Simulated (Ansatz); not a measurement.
Consider Ti.

```
Ti
1.0
     0.00000   -7.93123   -5.66352
     4.57910    0.00000    0.00000
     0.00000    0.00000    5.66352
Ti
12
Direct
  0.50000 0.50000 0.75000
  0.00000 0.00000 0.75000
  0.50000 0.50000 0.25000
  0.00000 0.00000 0.25000
  0.66667 0.97519 0.65833
  0.16667 0.47519 0.65833
  0.16667 0.52481 0.15833
  0.66667 0.02481 0.15833
  0.33333 0.97519 0.84167
  0.83333 0.47519 0.84167
  0.83333 0.52481 0.34167
  0.33333 0.02481 0.34167
```

Space group C2/c; a point of a scan over the structure, not its minimum; a structure from a database of computed crystals, not necessarily the ambient phase; computed without spin polarisation; PAW files of the earlier set (soft_1).

All numbers below come from DFT PBE, scalar-relativistic, plane waves, PAW (Ansatz 0.2.0).

**What will maps of the valence pseudo-density and electron localisation function show?**

Ti–Ti (2.65 Å): ρ at the midpoint is about 0.21 e/Å³; the ELF is about 0.10 at the midpoint (no localised pair shows between them).

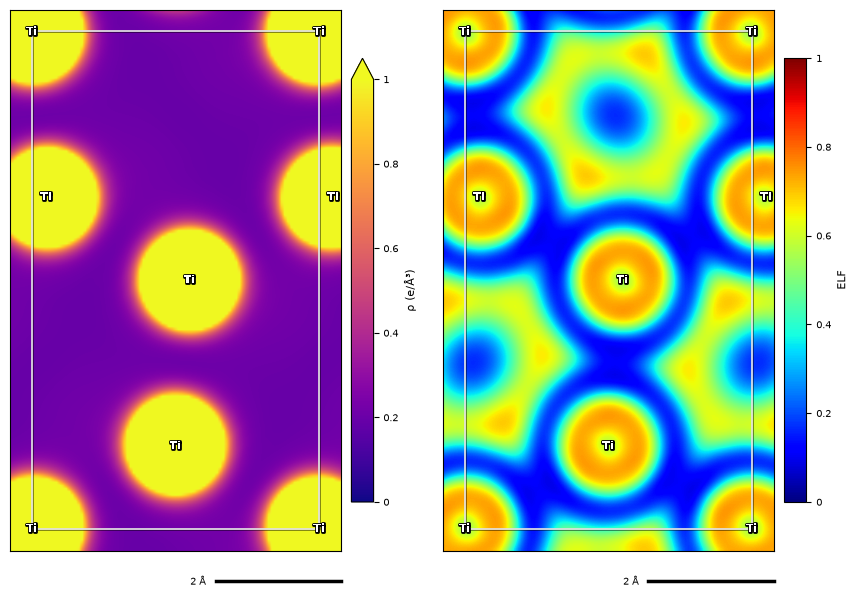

Computed valence pseudo-density and electron localisation function on the (101̄) plane of the conventional cell, in this order. 

In a PAW calculation such maps are meaningful between the atoms, not at the nuclei.
